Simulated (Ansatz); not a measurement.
# Two runs on AlRu

System: AlRu (2 atoms in the cell).
Method of run 1: DFT PBEsol, scalar-relativistic, plane waves, PAW, no spin polarisation (Ansatz 0.2.0).

The structure derives from an entry of the Crystallography Open Database. Text and figures count atoms from 1; the logs count them from 0 in places.

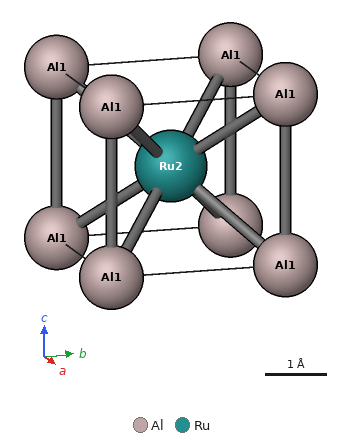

**Figure 1.** The structure (ball-and-stick view of the cell of the calculation, set on other vectors, seen slightly off an axis; atoms are numbered from 1 in the order of the input). An atom can appear more than once, as a periodic image.

### The input, run 1
```yaml
crystal:
  lattice:
    - [2.871936, 0.0, 0.0]
    - [0.0, 2.9916, 0.0]
    - [0.0, 0.0, 2.9916]
  atoms:
    - { symbol: Al, position: [0.0, 0.0, 0.0] }
    - { symbol: Ru, position: [0.5, 0.5, 0.5] }
basis:
  ecutwfc: 420
kpoints:
  mp_grid: { grid: [16, 16, 16] }
hamiltonian:
  xc: pbesol
scf:
  occupations: { method: gaussian, width: 0.15 }
output:
  forces: true
  stress: true
  eigenvalues: true
```

Launched with:
```bash
ansatz run input.yaml --threads 1 --pin off --max-ram 2560MiB --backend cpu --events-out ev --progress --plain --runs-dir out
```

Hardware: 1 thread of Intel Xeon @ 2.50GHz (Skylake/Cascade Lake), 189 GiB of memory available, shared host.

### Output, shortened to warnings, some set-up lines, iterations and results (run 1)
```
Basis set: ecut = 420 eV, 477 PW (Γ), exchange–correlation on 40×40×40 points (8 copies of the dense FFT grid, shifted against one another)
Symmetry: 16 space group operations
k-points: 405 of 4096
Initial density: superposition of atomic densities (neutral atoms: chi_scale 0, normalization atom), corrected by the library's trained network
[...]
SCF iter   1: F=—  HF=-6342.289777 eV  |F-HF|=—  |Δ(HF+E_count)|=         —  Δρ=9.05e-3  dr2=2.37e-2  ethr=1.77e-3  ⟨swp⟩=5.0  Hψ=28340  notcnv=0
SCF iter   2: F=—  HF=-6342.286241 eV  |F-HF|=—  |Δ(HF+E_count)|=   3.54e-3  Δρ=5.13e-3  dr2=8.65e-3  ethr=1.24e-4  ⟨swp⟩=1.1  Hψ=8947  notcnv=0
SCF iter   3: F=—  HF=-6342.284310 eV  |F-HF|=—  |Δ(HF+E_count)|=   1.93e-3  Δρ=5.40e-4  dr2=7.18e-5  ethr=4.55e-5  ⟨swp⟩=2.4  Hψ=8295  notcnv=0
SCF iter   4: F=—  HF=-6342.284243 eV  |F-HF|=—  |Δ(HF+E_count)|=   6.73e-5  Δρ=1.24e-4  dr2=2.94e-6  ethr=3.78e-7  ⟨swp⟩=2.0  Hψ=8214  notcnv=0
SCF iter   5: F=—  HF=-6342.284242 eV  |F-HF|=—  |Δ(HF+E_count)|=   3.73e-7  Δρ=2.55e-5  dr2=1.38e-7  ethr=1.55e-8  ⟨swp⟩=2.5  Hψ=9038  notcnv=0
SCF iter   6: F=-6342.284242 eV  HF=-6342.284242 eV  |F-HF|=7.55e-10  |Δ(HF+E_count)|=   4.39e-8  Δρ=2.76e-6  dr2=7.54e-10  ethr=5.26e-10  ⟨swp⟩=4.8  Hψ=20537  notcnv=0
SCF 1 converged in 6 iterations: F = -6342.284242 eV  dr2 = 7.54e-10
SCF converged after 6 iterations
Free energy (F): -6342.284242 eV
Harris-Foulkes:  -6342.284242 eV  (|F-HF|=7.55e-10)
Internal energy: -6342.266521 eV  (E = F + TS)
E sigma→0 (E₀):  -6342.275382 eV
Entropy (-TS):   -0.017721 eV (-8.861 meV/atom)
Fermi energy:    16.830443 eV
--- Per-component energies (eV) ---
  E_band       = -107.846816
  E_kinetic    = 545.365296
  E_local      = -1761.460893  (includes V_loc(G=0)·N_el)
  E_nonlocal   = 356.888008
  E_hartree    = 625.329608
  E_xc         = -231.621613
  E_vxc        = -271.406985  (∫ρ·V_xc dr)
  E_paw        = -3855.575695  (= ΣΔE_a)
  E_vpaw       = -227.892057  (= ΣTr[D̂ρ^β])
  E_aug_tail   = -0.000197  (compensation charges beyond the density's cutoff)
  E_ewald      = -2021.463470
  E_core_change = 0.272435  (= ΣΔE_core)
  E_smearing   = -0.017721  (= −TS)
  E_closure    = -0.000000  (closes the sum)
  Σ components = -6342.284242   (vs F -6342.284242, Δ=0.00e0)
--- Forces (eV/Å), atoms counted from 1 ---
  atom   1  Al    -0.00000000    -0.00000000     0.00000000
  atom   2  Ru     0.00000000    -0.00000000     0.00000000
  max |Σ_I F_I| component: 1.49e-29 eV/Å
--- Stress (GPa, compression-positive) ---
       11.544287       0.000000      -0.000000
        0.000000       3.434910      -0.000000
       -0.000000      -0.000000       3.434910
  P = ⅓ Tr σ = 6.1380 GPa (61.380 kbar)
```

The input of run 2 differs as follows (lines with − go, lines with + come):
```diff
-    - [2.871936, 0.0, 0.0]
+    - [3.051432, 0.0, 0.0]
```

What does this change do to the results?

With the same functional and potentials, run 2 lies 2.2 meV per atom lower. The pressure goes from 6.14 to −7.08 GPa. The volume per atom goes from 12.85 to 13.65 Å³. The number of SCF iterations is the same. The plane waves at Γ go from 477 to 503.

### Output, shortened to warnings, some set-up lines, iterations and results (run 2)
```
Basis set: ecut = 420 eV, 503 PW (Γ), exchange–correlation on 48×40×40 points (8 copies of the dense FFT grid, shifted against one another)
Symmetry: 16 space group operations
k-points: 405 of 4096
Initial density: superposition of atomic densities (neutral atoms: chi_scale 0, normalization atom), corrected by the library's trained network
[...]
SCF iter   1: F=—  HF=-6342.293973 eV  |F-HF|=—  |Δ(HF+E_count)|=         —  Δρ=8.83e-3  dr2=2.54e-2  ethr=1.77e-3  ⟨swp⟩=5.0  Hψ=27566  notcnv=0
SCF iter   2: F=—  HF=-6342.290662 eV  |F-HF|=—  |Δ(HF+E_count)|=   3.31e-3  Δρ=5.04e-3  dr2=9.26e-3  ethr=1.34e-4  ⟨swp⟩=1.1  Hψ=8935  notcnv=0
SCF iter   3: F=—  HF=-6342.288704 eV  |F-HF|=—  |Δ(HF+E_count)|=   1.96e-3  Δρ=5.36e-4  dr2=7.89e-5  ethr=4.87e-5  ⟨swp⟩=2.4  Hψ=7777  notcnv=0
SCF iter   4: F=—  HF=-6342.288635 eV  |F-HF|=—  |Δ(HF+E_count)|=   6.96e-5  Δρ=1.14e-4  dr2=2.94e-6  ethr=4.15e-7  ⟨swp⟩=2.0  Hψ=8863  notcnv=0
SCF iter   5: F=-6342.288634 eV  HF=-6342.288634 eV  |F-HF|=2.00e-8  |Δ(HF+E_count)|=   1.96e-7  Δρ=1.38e-5  dr2=3.40e-8  ethr=1.55e-8  ⟨swp⟩=2.5  Hψ=8891  notcnv=0
SCF iter   6: F=-6342.288634 eV  HF=-6342.288634 eV  |F-HF|=1.53e-9  |Δ(HF+E_count)|=   7.00e-9  Δρ=3.31e-6  dr2=2.07e-9  ethr=1.79e-10  ⟨swp⟩=2.6  Hψ=20699  notcnv=0
SCF 1 converged in 6 iterations: F = -6342.288634 eV  dr2 = 2.07e-9
SCF converged after 6 iterations
Free energy (F): -6342.288634 eV
Harris-Foulkes:  -6342.288634 eV  (|F-HF|=1.53e-9)
Internal energy: -6342.269101 eV  (E = F + TS)
E sigma→0 (E₀):  -6342.278868 eV
Entropy (-TS):   -0.019533 eV (-9.767 meV/atom)
Fermi energy:    15.627875 eV
--- Per-component energies (eV) ---
  E_band       = -128.314058
  E_kinetic    = 541.944760
  E_local      = -1818.212729  (includes V_loc(G=0)·N_el)
  E_nonlocal   = 356.405810
  E_hartree    = 644.341122
  E_xc         = -230.230908
  E_vxc        = -269.599632  (∫ρ·V_xc dr)
  E_paw        = -3855.247572  (= ΣΔE_a)
  E_vpaw       = -227.535018  (= ΣTr[D̂ρ^β])
  E_aug_tail   = -0.000188  (compensation charges beyond the density's cutoff)
  E_ewald      = -1981.541832
  E_core_change = 0.272435  (= ΣΔE_core)
  E_smearing   = -0.019533  (= −TS)
  E_closure    = -0.000000  (closes the sum)
  Σ components = -6342.288634   (vs F -6342.288634, Δ=0.00e0)
--- Forces (eV/Å), atoms counted from 1 ---
  atom   1  Al    -0.00000000    -0.00000000     0.00000000
  atom   2  Ru    -0.00000000     0.00000000     0.00000000
  max |Σ_I F_I| component: 6.41e-30 eV/Å
--- Stress (GPa, compression-positive) ---
       -9.144966      -0.000000       0.000000
       -0.000000      -6.040924       0.000000
        0.000000       0.000000      -6.040924
  P = ⅓ Tr σ = -7.0756 GPa (-70.756 kbar)
```

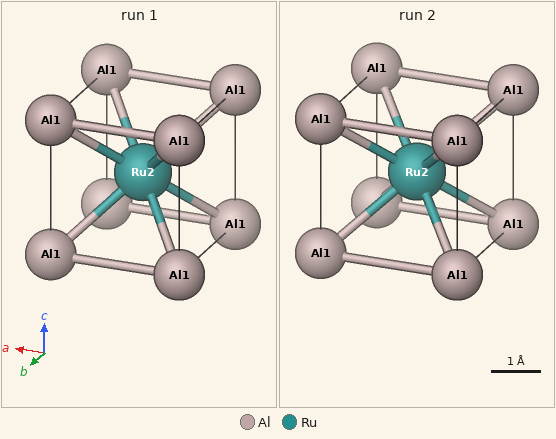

**Figure 2.** The two input geometries at one scale (ball-and-stick view of the cell of the calculation, seen at an oblique angle). The atoms keep their places relative to the cell (all moves are under 0.005 Å). Cell: a 2.872 → 3.051 Å (+6.3 %), b = c stay at 2.992 Å. Volume +6.2 %. Among the contacts that change: Ru2–Ru2 2.872 → 3.051 Å, Al1–Al1 2.872 → 3.051 Å, Al1–Ru2 2.557 → 2.608 Å.

### The two runs side by side

| quantity | run 1 | run 2 |
| --- | --- | --- |
| outcome | converged | converged |
| free energy per atom (eV) | −3171.1421 | −3171.1443 |
| energy per atom, smearing taken to zero (eV) | −3171.1377 | −3171.1394 |
| gap on the mesh (eV) | 0.00 | 0.00 |
| pressure (GPa) | 6.14 | −7.08 |
| volume per atom (Å³) | 12.85 | 13.65 |
| largest force (eV/Å) | 0.000 | 0.000 |
| SCF iterations | 6 | 6 |
| irreducible k-points | 405 | 405 |
| plane waves at Γ | 477 | 503 |
| wall time (shared host) | 17 s | 18 s |

For run 2: The cell is under a tension of 7.1 GPa at this level, so it is not at its equilibrium volume.
